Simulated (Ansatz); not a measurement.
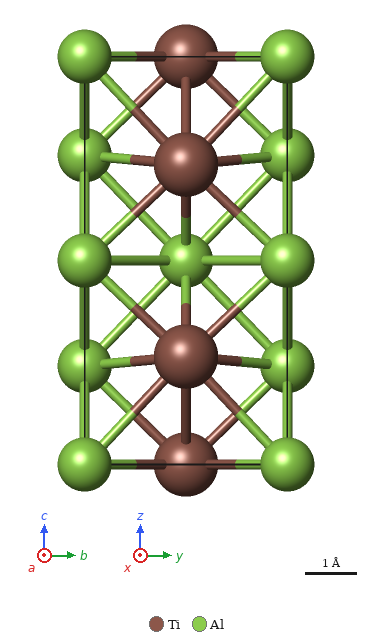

A scan of solid Ti₃Al₅ (Pmmm): the cell is strained along z alone, with the atoms kept at their fractional coordinates. x, y and z are the Cartesian axes of the input. The picture shows the reference cell. Style: ball-and-stick. Shown: the cell of the calculation, along the a axis.

Method: Ansatz, DFT PBEsol, scalar-relativistic, plane waves, PAW. Set-up: plane-wave cutoff 420 eV; k-point mesh 10 × 10 × 6; occupations gaussian; smearing width 0.15 eV; no spin polarisation. Energies (free energies at the smearing named) are counted from the relaxed crystal.

The input:
```yaml
crystal:
  lattice:
    - [3.8854354518, 0.0, 0.0]
    - [0.0, 4.0017892621, 0.0]
    - [0.0, 0.0, 8.052437224]
  atoms:
    - { symbol: Ti, position: [0.0, 0.5, 0.2646132917] }
    - { symbol: Ti, position: [0.0, 0.5, 0.7353867083] }
    - { symbol: Ti, position: [0.5, 0.5, 0.0] }
    - { symbol: Al, position: [0.0, 0.0, 0.0] }
    - { symbol: Al, position: [0.0, 0.0, 0.5] }
    - { symbol: Al, position: [0.5, 0.5, 0.5] }
    - { symbol: Al, position: [0.5, 0.0, 0.2417027397] }
    - { symbol: Al, position: [0.5, 0.0, 0.7582972603] }
basis:
  ecutwfc: 420
kpoints:
  mp_grid: { grid: [10, 10, 6] }
hamiltonian:
  xc: pbesol
scf:
  occupations: { method: gaussian, width: 0.15 }
output:
  forces: true
  stress: true
  eigenvalues: true
  write_density: true
  write_potential: true
  elf: true
  volumetric_format: npy
```

Launched with:
```bash
ansatz run input.yaml --threads 2 --pin off --max-ram 5120MiB --backend cpu --events-out ev --progress --plain --runs-dir out
```

**What energies does the calculation give (the strain: −0.0600, −0.0450, −0.0300, −0.0150, 0.0000, 0.0150, 0.0300, 0.0450, 0.0525, 0.0600)?**

```
 strain  E − E(ref) (meV/atom)
−0.0600                   39.4
−0.0450                   21.8
−0.0300                    9.6
−0.0150                    2.4
 0.0000                    0.0
 0.0150                    2.2
 0.0300                    8.7
 0.0450                   19.2
 0.0525                   25.9
 0.0600                   33.4
```

The lowest computed point lies at the strain 0.00 (0.0 meV/atom). At the ends of the scan the energy is 39.4 meV/atom (−0.06) and 33.4 meV/atom (0.06). The curvature at zero strain, (1/V) d²E/dε², is about 210 GPa; it is C₃₃ with clamped ions. The distortion keeps the space group Pmmm. At the strain −0.06 the cell of the drawing goes c 8.052 → 7.569 Å.

The computed profile:

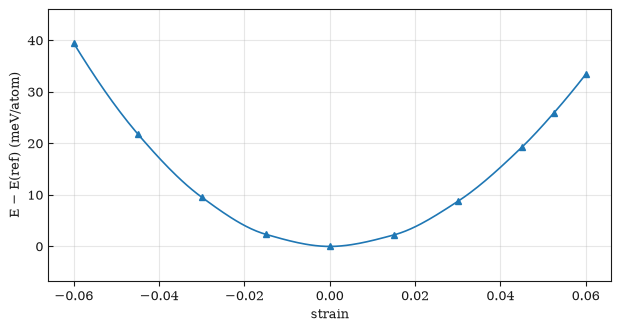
